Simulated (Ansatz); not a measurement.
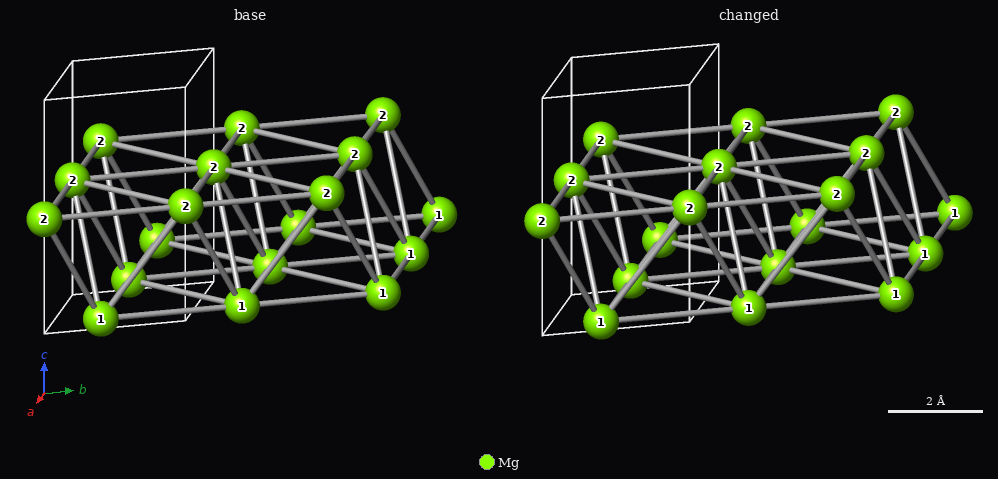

Left: a symmetric starting cell of Mg. Right: the same structure after one change, at the same scale. A ball-and-stick model of the cell of the calculation, repeated 3 × 3 × 1 with one cell outlined, seen slightly off an axis.

Level of theory: DFT PBE, scalar-relativistic, plane waves, PAW in Ansatz 0.2.0. Set-up: plane-wave cutoff 420 eV; k-point mesh 12 × 12 × 8; occupations gaussian; smearing width 0.1 eV; no spin polarisation.

What was changed?

The cell is strained by +1.5 % along c and +4.5 % across it (volume +10.8 %), the atoms keeping their fractional coordinates. No relaxation follows. The starting cell wasn't computed here and needn't be at equilibrium, so pressure and forces aren't due to the change alone.

How do the computed properties respond?

The pressure is −3.3 GPa (not all of it need come from the change, since the unchanged cell can be under pressure at this level too). The principal stresses (compression positive) are −3.1 GPa along c and −3.4 GPa across it. All forces vanish by symmetry. Among the bonded contacts that change: Mg–Mg 3.209 → 3.354 Å, Mg–Mg 3.197 → 3.277 Å. The space group stays P6_3/mmc (No. 194).
